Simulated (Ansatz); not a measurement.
HfS5

Input

```
crystal:
  lattice:
    - [4.834194843, 0.0, 0.0]
    - [-2.4170974215, 4.1865355409, 0.0]
    - [0.0, 0.0, 5.34282962]
  atoms:
    - { symbol: Hf, position: [0.0, 0.0, 0.5] }
    - { symbol: S, position: [0.6666666667, 0.3333333333, 0.6939843797] }
    - { symbol: S, position: [0.0, 0.0, 0.0] }
    - { symbol: S, position: [0.6666666667, 0.3333333333, 0.3060156203] }
    - { symbol: S, position: [0.3333333333, 0.6666666667, 0.3060156203] }
    - { symbol: S, position: [0.3333333333, 0.6666666667, 0.6939843797] }
basis:
  ecutwfc: 420
kpoints:
  mp_grid: { grid: [12, 12, 8] }
hamiltonian:
  xc: pbe
scf:
  occupations: { method: gaussian, width: 0.1 }
output:
  forces: true
  stress: true
  eigenvalues: true
  write_density: true
  write_potential: true
  elf: true
  volumetric_format: npy
relax:
  adjacent_minimum: "off"
  f_tol: 0.01
  max_steps: 80
  cell: { stress_tol: 0.05 }
```

Command:

```sh
ansatz run input.yaml --threads 1 --pin off --max-ram 2560MiB --backend cpu --events-out ev --progress --plain --runs-dir out
```

Below, planes, directions and counts refer to the conventional cell (a = 4.81 Å, b = 4.81 Å, c = 5.37 Å, α = 90.00°, β = 90.00°, γ = 120.00°).

The fields are those of the run's last geometry, not of the input's.

Space group P6/mmm; a structure generated by program, which may or may not match a known phase.

These are results of DFT PBE, scalar-relativistic, plane waves, PAW in Ansatz, not measurements.

The density is the valence pseudo-density of a PAW calculation; it isn't the true density close to the nuclei.

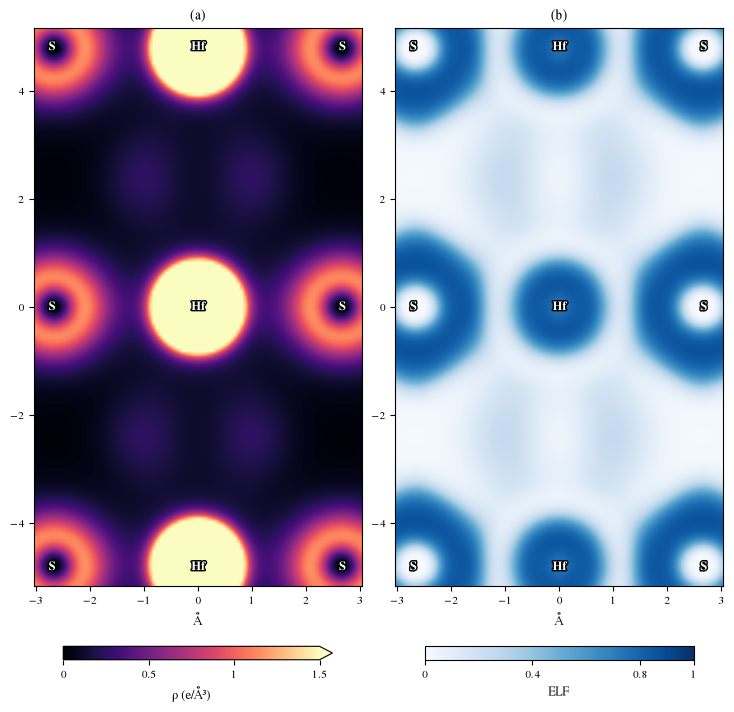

Figure 1. (a) valence electron density; (b) electron localisation function on the (11̄0) plane of the conventional cell.

Q: Interpret the plot.

A: Atoms in the plane: Hf and S. Hf–S (2.69 Å): the density is about 0.35 e/Å³ at the midpoint; the ELF peaks at about 0.85 in the valence shell of S, 0.9 Å from its nucleus, and is about 0.35 at the midpoint. Between the atoms the lowest density in this plane is 0.03 e/Å³. The features right at Hf lie inside the PAW spheres, where the map follows smoothed inner orbitals and isn't to be read closely.

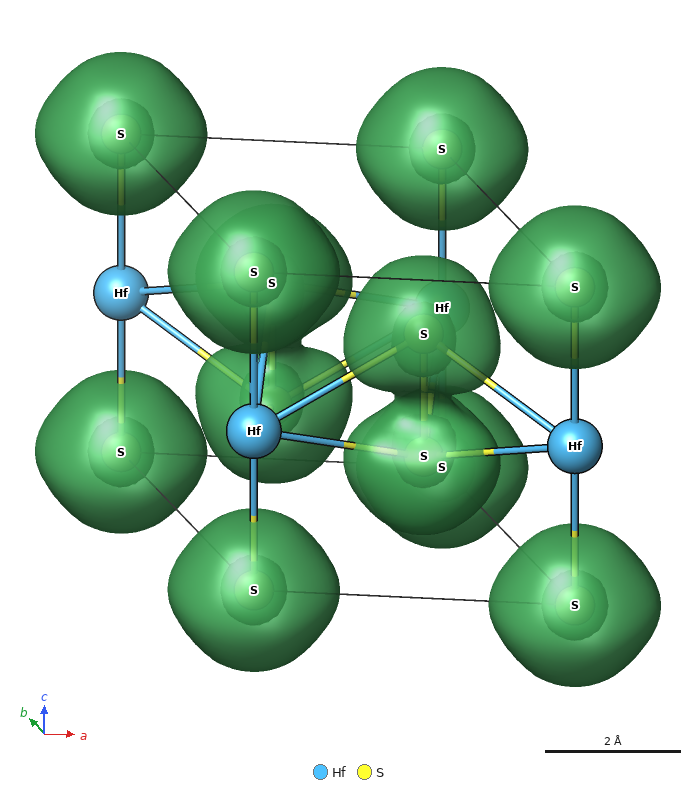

Figure 2. Isosurface of the electron localisation function at 0.65 (green), seen at an oblique angle. Core shells and regions of very low density are left out. Sticks mark near contacts.

Q: Where are the electrons localised?

A: The ELF exceeds this value in two regions between bonded S–S atoms and one region wrapped around S (its valence shell), counted in one cell of 6 atoms. Regions shared between cells count once. Profiles from the grid: S–S (2.07 Å): the ELF peaks at about 0.75 between the atoms.

Q: Metal or insulator at this level of theory?

A: It is gapless in this calculation (a metal or semimetal).
